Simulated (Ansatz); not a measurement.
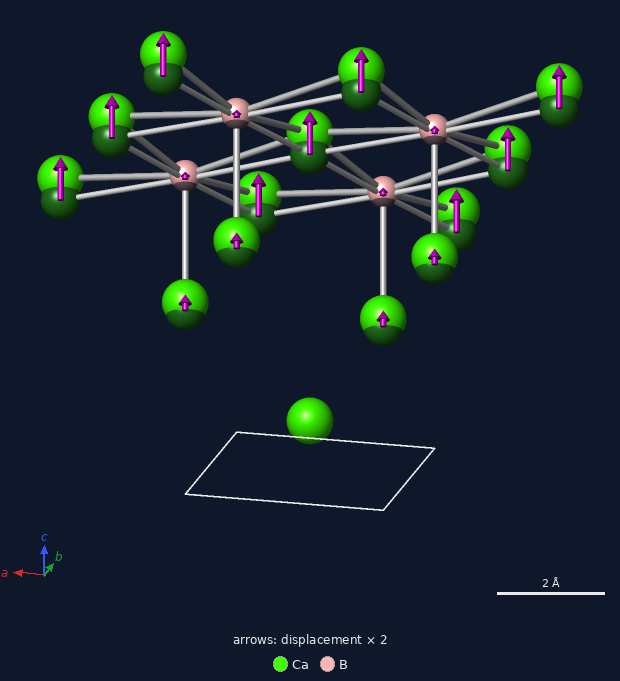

This is a constrained relaxation of a slab of composition Ca3B (cut from the Fm-3m phase). The starting structure is drawn faded, the final one solid; purple arrows show the displacements, 2 times their true length.

Style: ball-and-stick. Shown: the cell of the calculation, outlined in the plane, without the vacuum, from a free direction.

Case: B put at a hollow Ca-Ca site. The slab is the (1 0 0) face of Ca with B on it. 1 atoms are held fixed.

All numbers below come from Ansatz 0.2.0, DFT PBEsol, scalar-relativistic, plane waves, PAW. Set-up: plane-wave cutoff 420 eV; k-point mesh 8 × 8 × 1; occupations gaussian; smearing width 0.1 eV; no spin polarisation; dipole correction; atoms relaxed in a fixed cell; force threshold 0.03 eV/Å; at most 70 steps.

What happened in the run?

The largest move is that of a Ca atom, 0.43 Å along the normal (+c). Largest moves by element: Ca 0.43 Å, B 0.08 Å. The cell stays as it was. Among the contacts that change: B–Ca 2.608 → 2.523 Å, B–Ca 2.728 → 2.756 Å. Bond angles that change, for instance: Ca–B–Ca 178.3° → 163.6°, B–Ca–B 178.3° → 163.6°, Ca–B–Ca 90.8° → 98.2°. The energy falls by 0.113 eV per cell of the calculation in 4 accepted moves (5 points after the start). The largest force component goes from 0.61 to 0.0043 eV/Å. 1 step only repeated the SCF at the same geometry.

Limits of the set-up: the periodic images lie only 3.9 Å apart, so the values are limited by the cell's size.
